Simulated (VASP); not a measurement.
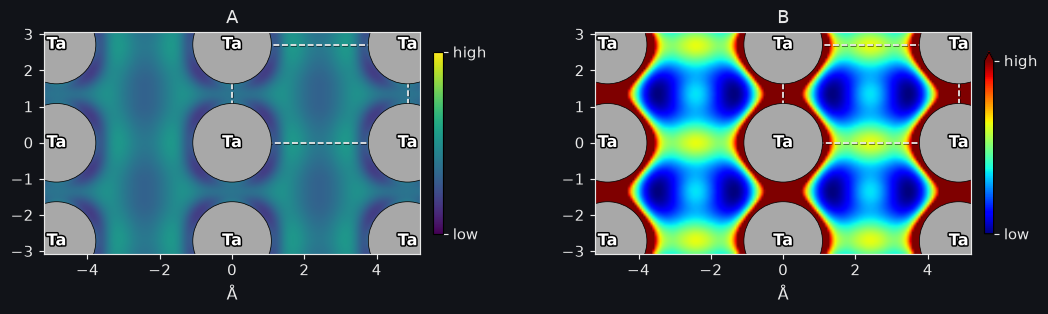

Ta: 2 fields on the (010) plane of the conventional cell, with unlabelled colour scales. Grey discs cover the atomic cores.

Space group P6/mmm; a generated structure, not necessarily the stable one; changed on purpose from its base cell (volume × 0.96); computed pressure about 9 GPa in this cell.

Theory: Kohn-Sham DFT of a periodic cell, BLYP, VASP PAW PBE potentials, recommended in VASP 6.6.1.

Question: The panels show electron localisation function and valence pseudo-density in some order. Assign them.

Answer: Panel A: electron localisation function. Panel B: valence pseudo-density. From the grid: Ta–Ta (2.72 Å): ρ is about 0.41 e/Å³ halfway; the ELF is about 0.40 at the midpoint.
